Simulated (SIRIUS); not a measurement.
# Energy of Mg$_{3}$Sb$_{2}$ along an even scaling of the cell

System: Mg$_{3}$Sb$_{2}$ (P-3m1, 5 atoms in the cell).
Method: Kohn-Sham DFT of a periodic cell, PBEsol, dojo-sr-pbesol-0.4.1-standard, no spin polarisation (SIRIUS 7.12.0).

The 7 runs differ only in the geometry, by an even scaling of the cell at fixed fractional positions. The structure derives from an entry of the Crystallography Open Database.

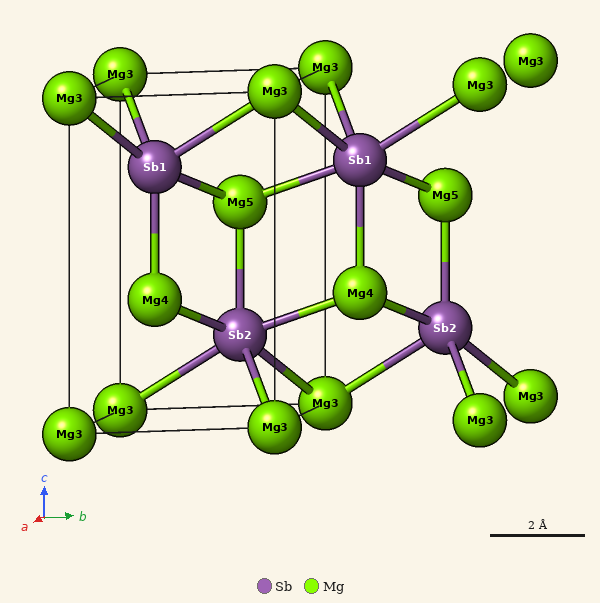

Figure 1. The structure of run 4 (ball-and-stick view of the cell of the calculation, repeated 1 × 2 × 1, seen slightly off an axis; atoms are numbered from 1 in the order of the input). An atom can appear more than once, as a periodic image.

**Input of run 4**
```
{
  "control": {
    "processing_unit": "cpu",
    "verbosity": 2,
    "num_bands_to_print": 41,
    "print_forces": true,
    "print_stress": true
  },
  "parameters": {
    "electronic_structure_method": "pseudopotential",
    "xc_functionals": ["XC_GGA_X_PBE_SOL", "XC_GGA_C_PBE_SOL"],
    "gk_cutoff": 9.2,
    "pw_cutoff": 18.4,
    "ngridk": [7, 7, 4],
    "shiftk": [0, 0, 0],
    "smearing": "fermi_dirac",
    "smearing_width": 0.0018374661,
    "num_bands": 41,
    "num_mag_dims": 0,
    "num_dft_iter": 100,
    "energy_tol": 1e-08,
    "density_tol": 1e-06
  },
  "iterative_solver": {
    "type": "davidson",
    "min_tolerance": 1e-10
  },
  "mixer": {
    "type": "anderson",
    "beta": 0.7,
    "max_history": 8
  },
  "settings": {
    "tol_ne": 1e-10,
    "pseudo_grid_cutoff": 6.5
  },
  "unit_cell": {
    "lattice_vectors": [
      [8.658725103035, 0.0, 0.0],
      [-4.329362551518, 7.498675903538, 0.0],
      [0.0, 0.0, 13.689176046789]
    ],
    "atom_coordinate_units": "lattice",
    "atom_types": ["Sb", "Mg"],
    "atom_files": {
      "Sb": "Sb.json",
      "Mg": "Mg.json"
    },
    "atoms": {
      "Sb": [
        [0.6666666667, 0.3333333333, 0.765],
        [0.3333333333, 0.6666666667, 0.235]
      ],
      "Mg": [
        [0.0, 0.0, 0.0],
        [0.6666666667, 0.3333333333, 0.37],
        [0.3333333333, 0.6666666667, 0.63]
      ]
    }
  }
}
```

Command:
```bash
upf_to_json Sb.upf
upf_to_json Mg.upf
OMP_NUM_THREADS=4 sirius.scf --input=sirius.json --output=out.json --task=0
```

Run 3 differs from it as follows:
```diff
-      [8.658725103035, 0.0, 0.0],
-      [-4.329362551518, 7.498675903538, 0.0],
-      [0.0, 0.0, 13.689176046789]
+      [8.6006111031, 0.0, 0.0],
+      [-4.30030555155, 7.448347703171, 0.0],
+      [0.0, 0.0, 13.597299613719]
```

**Results, with one run withheld**

```tsv
run	volume per atom (Å³)	free energy per atom, from the lowest run given (meV)	pressure (GPa)	gap on the mesh (eV)
1	24.762	10.08	2.66	0.39
2	25.288	3.26	1.51	0.40
3	25.815	?	?	?
4	26.342	0.00	−0.47	0.35
5	26.869	2.93	−1.32	0.33
6	27.396	8.50	−2.08	0.30
7	27.923	16.45	−2.77	0.28
```

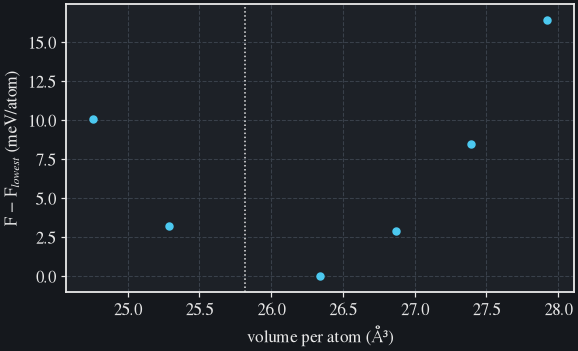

Figure 2. Free energy per atom of the runs given; the dotted line marks run 3.

Estimate the energy of run 3 from the others.

A cubic polynomial in V^(−2/3) (the Birch–Murnaghan form), fitted to the 6 runs given, misses them by at most 0.01 meV per atom. With x = V^(−2/3) − 0.11282 Å⁻², it reads F = 0.15095 − 1177.5 x + 6.5541e+05 x² + 1.886e+05 x³ (meV per atom). At run 3 it gives 0.01 meV per atom, and the run itself gives 0.00. The slope of the fit gives a pressure −dF/dV of 0.48 GPa there, and the run prints 0.46 GPa. The fit has its minimum at 26.077 Å³ per atom, where V d²F/dV² gives 46.3 GPa. Cell shape and fractional positions are held, so this is the stiffness under even scaling; the relaxed bulk modulus wasn't computed. The gap on the mesh lies between 0.28 eV (run 7) and 0.40 eV (run 2); run 3 has 0.38 eV. These are gaps of this functional on this mesh, which can miss the band edges; they aren't the measured gap.

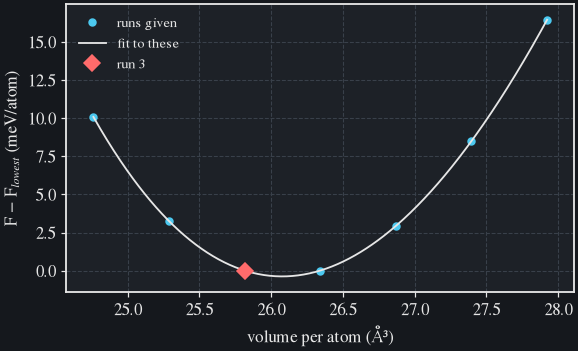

Figure 3. The fit and the withheld run.

**Some lines of the output (run 3)**
```
[...]
[find] Total energy                   :    -359.55138106 (Ha),    -719.10276213 (Ry)
[find] Free energy (E-TS)             :    -359.55139545 (Ha),    -719.10279090 (Ry)
[find] band gap (eV)                  :       0.37897504
[find] Efermi                         :       0.28072690
[find] Total energy                   :    -359.55138107 (Ha),    -719.10276214 (Ry)
[find] Free energy (E-TS)             :    -359.55139546 (Ha),    -719.10279091 (Ry)
[find] band gap (eV)                  :       0.37899025
[find] Efermi                         :       0.28072713
[find] Free energy (E-TS)             :    -359.55139546 (Ha),    -719.10279092 (Ry)
[find] band gap (eV)                  :       0.37900646
[find] Efermi                         :       0.28072711
[find] Total energy                   :    -359.55138107 (Ha),    -719.10276215 (Ry)
[find] band gap (eV)                  :       0.37900769
[find] Efermi                         :       0.28072716
```
